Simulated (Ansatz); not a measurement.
# Al15As16: a changed input and its effect

System: Al15As16 (defect cell, 31 atoms in the cell, total charge −2).
Method of run 1: DFT PBE, scalar-relativistic, plane waves, PAW, spin-polarised (Ansatz 0.2.0).

The structure derives from a Materials Project entry. Text and figures count atoms from 1; the logs count them from 0 in places.

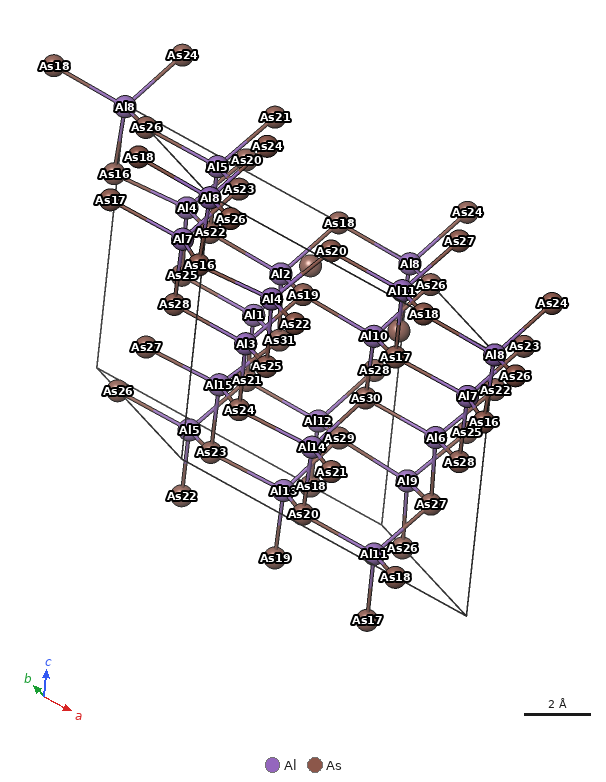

Fig. 1: The starting structure (ball-and-stick view of the cell of the calculation, seen slightly off an axis; bonded neighbours outside the cell are drawn too; atoms are numbered from 1 in the order of the input). Near neighbours in the crystal (not all of them lie inside the picture): Al has 4 As at 2.46 to 2.51 Å; As has 3 Al at 2.46 Å; As has 4 Al at 2.49 to 2.51 Å.

The input, run 1:
```yaml
crystal:
  lattice:
    - [-5.7279123196, 5.7279123196, -5.7279123196]
    - [-5.7279123196, -5.7279123196, 5.7279123196]
    - [5.7279123196, 5.7279123196, 5.7279123196]
  atoms:
    - { symbol: Al, position: [0.4985378943, -0.009231552, 0.5] }
    - { symbol: Al, position: [0.4985378943, 0.75, 0.740768448] }
    - { symbol: Al, position: [0.25, 0.25, 0.5] }
    - { symbol: Al, position: [0.2422305537, 0.0014621057, 0.7514621057] }
    - { symbol: Al, position: [0.25, 0.75, 0.0] }
    - { symbol: Al, position: [-0.009231552, 0.4985378943, 0.5] }
    - { symbol: Al, position: [0.0014621057, 0.2422305537, 0.7514621057] }
    - { symbol: Al, position: [0.0014621057, 0.0014621057, -0.0077694463] }
    - { symbol: Al, position: [-0.009231552, 0.75, 0.2485378943] }
    - { symbol: Al, position: [0.75, 0.4985378943, 0.740768448] }
    - { symbol: Al, position: [0.75, 0.25, 0.0] }
    - { symbol: Al, position: [0.75, -0.009231552, 0.2485378943] }
    - { symbol: Al, position: [0.509231552, 0.509231552, 0.0077694463] }
    - { symbol: Al, position: [0.509231552, 0.2577694463, 0.259231552] }
    - { symbol: Al, position: [0.2577694463, 0.509231552, 0.259231552] }
    - { symbol: As, position: [-0.0172265559, -0.0172265559, 0.7327734441], spin: 0.75 }
    - { symbol: As, position: [0.75, 0.2484691052, 0.7487803799] }
    - { symbol: As, position: [0.75, -0.0012196201, -0.0015308948] }
    - { symbol: As, position: [0.5012196201, 0.5012196201, 0.7496887254] }
    - { symbol: As, position: [0.5003112746, 0.2515308948, 0.0015308948] }
    - { symbol: As, position: [0.5012196201, -0.0003112746, 0.2512196201] }
    - { symbol: As, position: [0.2484691052, 0.75, 0.7487803799] }
    - { symbol: As, position: [0.2515308948, 0.5003112746, 0.0015308948] }
    - { symbol: As, position: [0.2515308948, 0.2515308948, 0.2503112746] }
    - { symbol: As, position: [0.2484691052, -0.0012196201, 0.5] }
    - { symbol: As, position: [-0.0012196201, 0.75, -0.0015308948] }
    - { symbol: As, position: [-0.0003112746, 0.5012196201, 0.2512196201] }
    - { symbol: As, position: [-0.0012196201, 0.2484691052, 0.5] }
    - { symbol: As, position: [0.75, 0.75, 0.2672265559], spin: 0.75 }
    - { symbol: As, position: [0.75, 0.5172265559, 0.5], spin: 0.75 }
    - { symbol: As, position: [0.5172265559, 0.75, 0.5], spin: 0.75 }
  host:
    lattice:
      - [0.0, 2.8639561598, 2.8639561598]
      - [2.8639561598, 0.0, 2.8639561598]
      - [2.8639561598, 2.8639561598, 0.0]
    atoms:
      - { symbol: Al, position: [0.0, 0.0, 0.0] }
      - { symbol: As, position: [0.75, 0.75, 0.75] }
total_charge: -2
basis:
  ecutwfc: 420
  xc_grid: 2
kpoints:
  mp_grid: { grid: [2, 2, 2], shift: [0.5, 0.5, 0.5] }
hamiltonian:
  xc: pbe
scf:
  occupations: { method: gaussian, width: 0.01 }
output:
  forces: true
  stress: false
  eigenvalues: true
  populations: true
  charged_corrections:
    defect_position: [0.75, 0.75, 0.5]
    epsilon: [[11.5641, 0.0, 0.0], [0.0, 11.5641, 0.0], [0.0, 0.0, 11.5641]]
  write_density: true
  write_potential: true
  elf: true
  volumetric_format: npy
magnetization:
  spin_polarized: true
relax:
  adjacent_minimum: "off"
  f_tol: 0.025
  max_steps: 45
```

Command:
```bash
ansatz run input.yaml --threads 4 --pin off --max-ram 6144MiB --backend cpu --events-out ev --progress --plain --runs-dir out
```

Hardware: 4 threads of Arm Neoverse V1, 24 GiB of memory available, shared host.

Output, shortened to warnings, some set-up lines, iterations and results (run 1):
```
Basis set: ecut = 420 eV, 14771 PW (Γ), exchange–correlation on 144×144×144 points (8 copies of the dense FFT grid, shifted against one another)
Symmetry: 24 space group operations
k-points: 2 of 8 (time reversal used)
Initial density: superposition of atomic densities (chi_scale 0.1, normalization cell)
[...]
SCF iter   1: F=—  HF=-85761.537144 eV  |F-HF|=—  |Δ(HF+E_count)|=         —  Δρ=2.90e-2 (↑2.90e-2 ↓2.40e-2)  dr2=8.51e0  dr2_m=2.74e0  M=1.000 μB ∫|m|=1.033 μB  β_m=0.30  …
SCF iter   2: F=—  HF=-85761.098932 eV  |F-HF|=—  |Δ(HF+E_count)|=   4.38e-1  Δρ=2.10e-2 (↑2.10e-2 ↓1.75e-2)  dr2=4.87e0  dr2_m=1.36e0  M=1.000 μB ∫|m|=1.033 μB  β_m=0.30  …
SCF iter   3: F=—  HF=-85760.321476 eV  |F-HF|=—  |Δ(HF+E_count)|=   7.77e-1  Δρ=1.03e-2 (↑9.72e-3 ↓1.03e-2)  dr2=1.07e-1  dr2_m=6.64e-1  M=1.000 μB ∫|m|=1.032 μB  β_m=0.30  …
SCF iter   4: F=—  HF=-85760.384293 eV  |F-HF|=—  |Δ(HF+E_count)|=   6.28e-2  Δρ=7.26e-3 (↑6.83e-3 ↓7.26e-3)  dr2=4.71e-2  dr2_m=3.29e-1  M=1.000 μB ∫|m|=1.033 μB  β_m=0.30  …
SCF iter   5: F=—  HF=-85760.437485 eV  |F-HF|=—  |Δ(HF+E_count)|=   5.32e-2  Δρ=4.95e-3 (↑4.80e-3 ↓4.95e-3)  dr2=7.46e-3  dr2_m=1.63e-1  M=1.000 μB ∫|m|=1.033 μB  β_m=0.30  …
[... 9 lines ...]
SCF iter   1: F=—  HF=-85760.468139 eV  |F-HF|=—  |Δ(HF+E_count)|=         —  Δρ=1.65e-6 (↑1.55e-6 ↓1.65e-6)  dr2=1.33e-7  dr2_m=2.14e-9  M=1.000 μB ∫|m|=1.038 μB  β_m=0.30  …
SCF iter   2: F=-85760.468139 eV  HF=-85760.468139 eV  |F-HF|=1.28e-7  |Δ(HF+E_count)|=   6.24e-8  Δρ=1.35e-6 (↑1.29e-6 ↓1.35e-6)  dr2=9.19e-8  dr2_m=1.18e-9  M=1.000 μB …
SCF iter   3: F=-85760.468139 eV  HF=-85760.468139 eV  |F-HF|=4.77e-9  |Δ(HF+E_count)|=   1.45e-7  Δρ=3.51e-7 (↑3.43e-7 ↓3.51e-7)  dr2=7.63e-9  dr2_m=2.15e-11  M=1.000 μB …
SCF 2 converged in 3 iterations: F = -85760.468139 eV  dr2 = 7.63e-9
relax step   2: F+E_penalty+E_count = -85760.46813902 eV  Δ(F+E_penalty+E_count) = -3.783e-8 eV  max|allowed force component| = 1.909e-2 eV/Å  Δτ_max = 0.0000 Å  (3 SCF …
SCF converged after 3 iterations
Magnetization: 1.0000 μB (144.0000 up, 143.0000 down)
Absolute magnetization: 1.0294 μB (∫|ρ↑−ρ↓|, with the PAW one-centre terms)
Spin contamination: 0.0014 ħ² per cell (⟨S²⟩ above its minimum at these occupations)
Per-site moments (μB) at R_I (Å): [(0.003525871671278561, 1.0133899720566568), (0.0035258716712786194, 1.0133899720566573), (0.003603809317529186, 1.0260266013048005), (0.0035258716712785526, 1.0133899720566562), (0.0036038093175291596, 1.0260266013048), (0.0035258716712784056, 1.0133899720566568), …
Free energy (F): -85760.468139 eV
Harris-Foulkes:  -85760.468139 eV  (|F-HF|=4.77e-9)
Internal energy: -85760.465489 eV  (E = F + TS)
E sigma→0 (E₀):  -85760.466814 eV
Entropy (-TS):   -0.002650 eV (-0.085 meV/atom)
Fermi energy:    5.897030 eV
--- Per-component energies (eV) ---
  E_band       = -4425.014980
  E_kinetic    = 2001.658444
  E_local      = -34305.983712  (includes V_loc(G=0)·N_el)
  E_nonlocal   = -10571.643683
  E_hartree    = 18256.454654
  E_xc         = -1872.143613
  E_vxc        = -1713.637589  (∫ρ·V_xc dr)
  E_paw        = -36377.439032  (= ΣΔE_a)
  E_vpaw       = 3651.685370  (= ΣTr[D̂ρ^β])
  E_aug_tail   = 0.000105  (compensation charges beyond the density's cutoff)
  E_ewald      = -22891.368653
  E_smearing   = -0.002650  (= −TS)
  E_closure    = -0.000000  (closes the sum)
  E_deformation_potential = -24.317819  (in the stress; not in F)
  Σ components = -85760.468139   (vs F -85760.468139, Δ=0.00e0)
--- Forces (eV/Å), atoms counted from 1 ---
  atom   1  Al     0.01557894    -0.01829596     0.01829596
[...]
```

For run 2 the input was changed thus:
```diff
-    - { symbol: As, position: [-0.0172265559, -0.0172265559, 0.7327734441], spin: 0.75 }
+    - { symbol: As, position: [-0.0172265559, -0.0172265559, 0.7327734441], spin: 0.5 }
-    - { symbol: As, position: [0.75, 0.75, 0.2672265559], spin: 0.75 }
-    - { symbol: As, position: [0.75, 0.5172265559, 0.5], spin: 0.75 }
-    - { symbol: As, position: [0.5172265559, 0.75, 0.5], spin: 0.75 }
+    - { symbol: As, position: [0.75, 0.75, 0.2672265559], spin: 0.5 }
+    - { symbol: As, position: [0.75, 0.5172265559, 0.5], spin: 0.5 }
+    - { symbol: As, position: [0.5172265559, 0.75, 0.5], spin: 0.5 }
-total_charge: -2
+total_charge: -3
```

How does run 2 compare with run 1?

The total energies belong to different systems, so their difference says nothing on which is more stable or more accurate. A gap of 1.59 eV opens on the mesh, where run 1 has none. The net moment of the cell goes from 1.00 to 0.00 μB. A charged cell is computed with a uniform neutralising background, so its energy and pressure depend on the cell and aren't those of a real crystal. The SCF takes 21 iterations over all geometry steps against 15. On the same kind of shared host run 2 took about 1.5 times as long.

Output, shortened to warnings, some set-up lines, iterations and results (run 2):
```
WARN: the starting moments were not kept: the SCF closed with an absolute magnetisation of 2.7e-4 μB, where they sum to 2 μB in size (4 sites). That is at most 0.1 of that sum. Measured as dr2_m measures the in/out step, that magnetisation stands 8.8e-10 eV from none, at or under the dr2_threshold of 1.6e-5 eV: it is no larger than a step whose dr2_m would equal this threshold. The system may …
Basis set: ecut = 420 eV, 14771 PW (Γ), exchange–correlation on 144×144×144 points (8 copies of the dense FFT grid, shifted against one another)
Symmetry: 24 space group operations
k-points: 2 of 8 (time reversal used)
Initial density: superposition of atomic densities (chi_scale 0.1, normalization cell)
[...]
SCF iter   1: F=—  HF=-85756.040464 eV  |F-HF|=—  |Δ(HF+E_count)|=         —  Δρ=2.58e-2 (↑2.58e-2 ↓2.05e-2)  dr2=8.87e0  dr2_m=1.24e0  M=0.000 μB ∫|m|=0.220 μB  β_m=0.30  …
SCF iter   2: F=—  HF=-85755.363792 eV  |F-HF|=—  |Δ(HF+E_count)|=   6.77e-1  Δρ=1.88e-2 (↑1.88e-2 ↓1.52e-2)  dr2=5.05e0  dr2_m=6.12e-1  M=0.000 μB ∫|m|=0.168 μB  β_m=0.30  …
SCF iter   3: F=—  HF=-85754.399827 eV  |F-HF|=—  |Δ(HF+E_count)|=   9.64e-1  Δρ=7.16e-3 (↑6.59e-3 ↓7.16e-3)  dr2=1.55e-1  dr2_m=2.99e-1  M=0.000 μB ∫|m|=0.132 μB  β_m=0.30  …
SCF iter   4: F=—  HF=-85754.425473 eV  |F-HF|=—  |Δ(HF+E_count)|=   2.56e-2  Δρ=5.00e-3 (↑4.55e-3 ↓5.00e-3)  dr2=3.64e-2  dr2_m=1.48e-1  M=0.000 μB ∫|m|=0.101 μB  β_m=0.30  …
SCF iter   5: F=—  HF=-85754.455879 eV  |F-HF|=—  |Δ(HF+E_count)|=   3.04e-2  Δρ=3.46e-3 (↑3.18e-3 ↓3.46e-3)  dr2=1.05e-2  dr2_m=7.32e-2  M=0.000 μB ∫|m|=0.078 μB  β_m=0.30  …
[... 17 lines ...]
relax step   2: F+E_penalty+E_count = -85754.51749010 eV  Δ(F+E_penalty+E_count) = -3.990e-2 eV  max|allowed force component| = 1.880e-2 eV/Å  Δτ_max = 0.0343 Å  (7 SCF …
SCF iter   1: F=—  HF=-85754.517490 eV  |F-HF|=—  |Δ(HF+E_count)|=         —  Δρ=1.47e-6 (↑1.47e-6 ↓1.45e-6)  dr2=9.54e-8  dr2_m=1.10e-10  M=0.000 μB ∫|m|=0.000 μB  β_m=0.30  …
SCF iter   2: F=-85754.517490 eV  HF=-85754.517490 eV  |F-HF|=1.46e-8  |Δ(HF+E_count)|=   6.06e-8  Δρ=1.03e-6 (↑1.03e-6 ↓1.01e-6)  dr2=4.70e-8  dr2_m=6.24e-11  M=0.000 μB …
SCF 3 converged in 2 iterations: F = -85754.517490 eV  dr2 = 4.70e-8
relax step   3: F+E_penalty+E_count = -85754.51749021 eV  Δ(F+E_penalty+E_count) = -1.073e-7 eV  max|allowed force component| = 1.880e-2 eV/Å  Δτ_max = 0.0000 Å  (2 SCF …
SCF converged after 2 iterations
Magnetization: 0.0000 μB (144.0000 up, 144.0000 down)
Absolute magnetization: 0.0000 μB (∫|ρ↑−ρ↓|, with the PAW one-centre terms)
Spin contamination: 0.0000 ħ² per cell (⟨S²⟩ above its minimum at these occupations)
Per-site moments (μB) at R_I (Å): [(-4.653323114561903e-8, 1.0085094874298892), (-4.653323104616533e-8, 1.008509487429889), (2.6095635231714148e-8, 1.0256364029814857), (-4.653323103609841e-8, 1.0085094874298892), (2.609563525139456e-8, 1.0256364029814857), (-4.653323107491383e-8, …
Free energy (F): -85754.517490 eV
Harris-Foulkes:  -85754.517490 eV  (|F-HF|=1.46e-8)
Internal energy: -85754.517490 eV  (E = F + TS)
E sigma→0 (E₀):  -85754.517490 eV
Fermi energy:    6.744849 eV
--- Per-component energies (eV) ---
  E_band       = -4409.815786
  E_kinetic    = 2012.544718
  E_local      = -34316.618792  (includes V_loc(G=0)·N_el)
  E_nonlocal   = -10571.351570
  E_hartree    = 18269.091800
  E_xc         = -1881.722061
  E_vxc        = -1726.067242  (∫ρ·V_xc dr)
  E_paw        = -36376.669002  (= ΣΔE_a)
  E_vpaw       = 3653.510260  (= ΣTr[D̂ρ^β])
  E_aug_tail   = 0.000104  (compensation charges beyond the density's cutoff)
  E_ewald      = -22889.792687
  E_smearing   = -0.000000  (= −TS)
  E_closure    = -0.000000  (closes the sum)
  E_deformation_potential = -36.476728  (in the stress; not in F)
  Σ components = -85754.517490   (vs F -85754.517490, Δ=0.00e0)
--- Forces (eV/Å), atoms counted from 1 ---
  atom   1  Al     0.01353570    -0.01800361     0.01800361
[...]
```

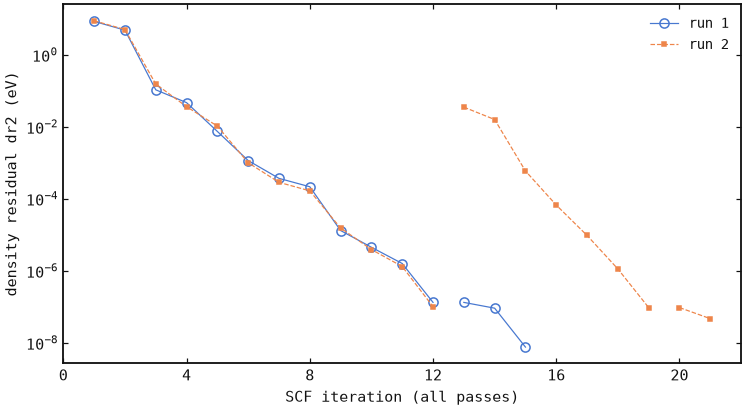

Fig. 2: Convergence of the two runs: density residual dr2 against the SCF iteration. A break in a curve parts two SCF passes. Run 1 takes 15 iterations in all, and run 2 takes 21.

The two runs side by side:

```csv
quantity,run 1,run 2
outcome,converged,converged
free energy per atom (eV),−2766.4667,−2766.2748
gap on the mesh (eV),0.00,1.59
net moment of the cell (μB),1.00,0.00
absolute moment of the cell (μB),1.03,0.00
largest force (eV/Å),0.032,0.033
SCF iterations,15,21
irreducible k-points,2,2
wall time (shared host),75 s,1.8 min
```

For run 2: Warnings: some starting moments were not kept.
